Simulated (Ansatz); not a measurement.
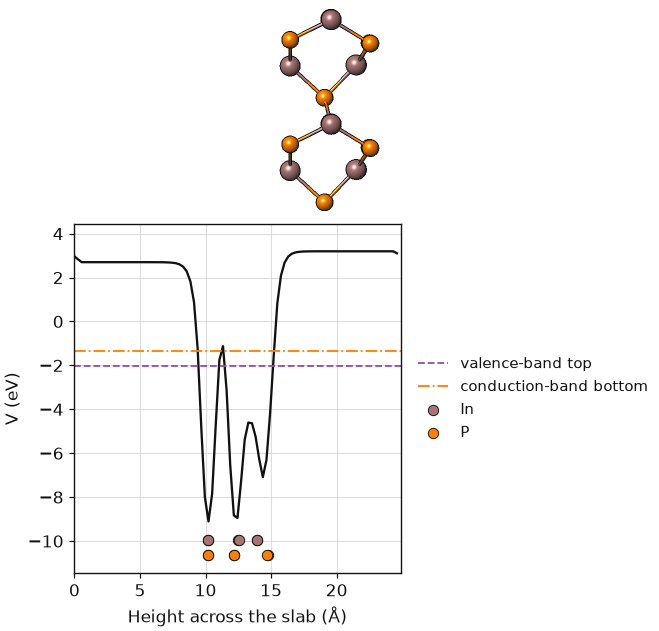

Plane-averaged electrostatic potential energy of an electron across the slab; circles at the bottom mark the heights of the atoms. The structure is drawn too.

Input of the run:

```
crystal:
  lattice:
    - [8.3347933232, 0.0, 0.0]
    - [0.0, 5.8935888786, 0.0]
    - [0.0, 0.0, 24.8740966616]
  atoms:
    - { symbol: In, position: [0.25, 0.5, 0.3216197198] }
    - { symbol: In, position: [0.75, 0.5, 0.3216197198] }
    - { symbol: P, position: [0.5, 0.25, 0.3216197198] }
    - { symbol: P, position: [0.0, 0.25, 0.3216197198] }
    - { symbol: In, position: [0.5000195897, 0.05317521, 0.413844088] }
    - { symbol: In, position: [0.00047388, 0.0577175861, 0.4147108839] }
    - { symbol: P, position: [0.7511175508, 0.8036813671, 0.3994417372] }
    - { symbol: P, position: [0.2493595581, 0.8027188535, 0.399751171] }
    - { symbol: In, position: [0.750651863, 0.4897543114, 0.4707073694] }
    - { symbol: In, position: [0.2512948105, 0.4901577281, 0.471748199] }
    - { symbol: P, position: [-1.2234e-06, 0.2850848418, 0.5034656545] }
    - { symbol: P, position: [0.501472157, 0.2808399565, 0.5014184183] }
basis:
  ecutwfc: 420
kpoints:
  mp_grid: { grid: [2, 3, 1] }
hamiltonian:
  xc: pbe
  dispersion: d3bj
scf:
  occupations: { method: gaussian, width: 0.05 }
output:
  forces: true
  eigenvalues: true
  write_density: true
  volumetric_format: npy
efield:
  axis: 3
  dipole_correction: true
  ramp_width: 0.04
```

Command:
```bash
ansatz run input.yaml --threads 4 --pin off --max-ram 10240MiB --backend cpu --events-out ev --progress --plain --runs-dir out
```

Q: What are the ionisation potential and the electron affinity of the slab?

A: From the vacuum level at the right face the ionisation potential is 5.21 eV and the electron affinity 4.52 eV; at the left face they are 4.71 and 4.03 eV. The slab's gap, their difference before rounding, is 0.69 eV.

Q: How thick are slab and vacuum?

A: The outermost atoms are 4.5 Å apart, which leaves 20.4 Å of vacuum in a cell 24.9 Å high.

Q: Do the two faces differ, and what does that say about the slab's dipole?

A: The vacuum level is 0.50 eV higher at the right than at the left, so the slab carries a dipole along its normal; the ramp in the vacuum, at or near the edge of the plot, is the dipole correction that keeps each side flat.

The atoms aren't at rest in this cell (largest force 1.1 eV/Å), so the relaxed material can differ.
